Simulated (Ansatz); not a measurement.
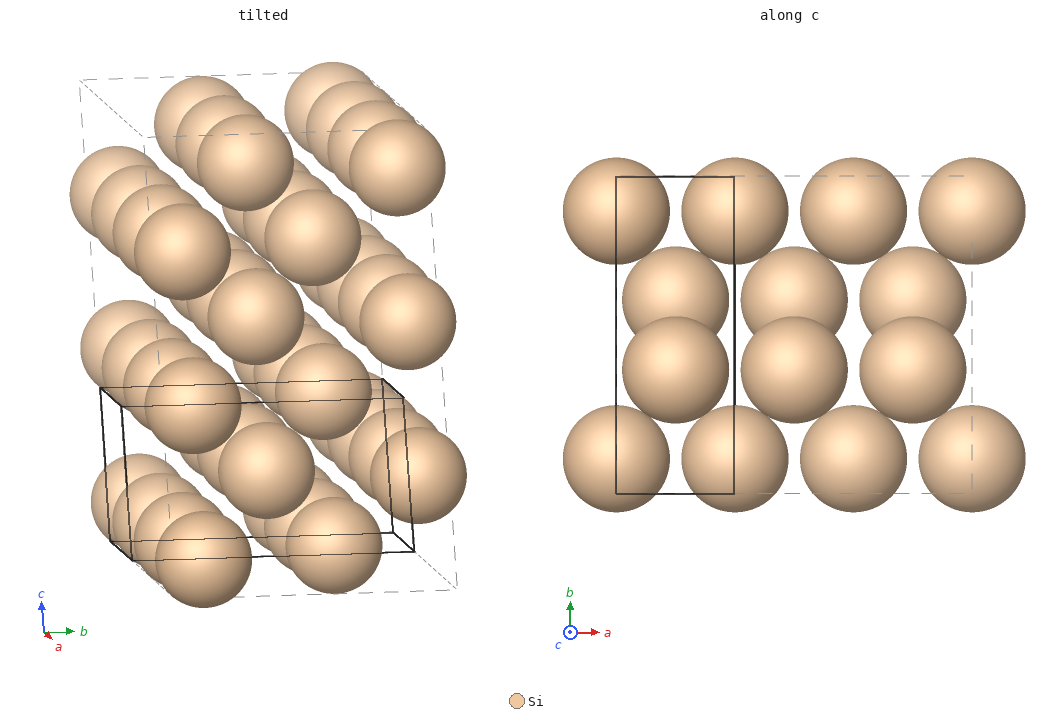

The image is a space-filling drawing of a crystal, viewed slightly off an axis and along the c axis. The structure is repeated 3×1×3 times; solid lines mark one conventional unit cell.

The element is silicon. Its lattice is base-centred monoclinic, its space group C2/c (No. 15). The cell holds four atoms.

The structure was taken from a structure listed in the Materials Project. The cell was then strained or its atoms displaced on purpose. It was run through Ansatz as a DFT input.

At this level of theory the cell isn't at rest (compressed, at 7 GPa and forces up to 1.1 eV/Å), so its distances can differ from those at equilibrium, the more so the softer the solid.
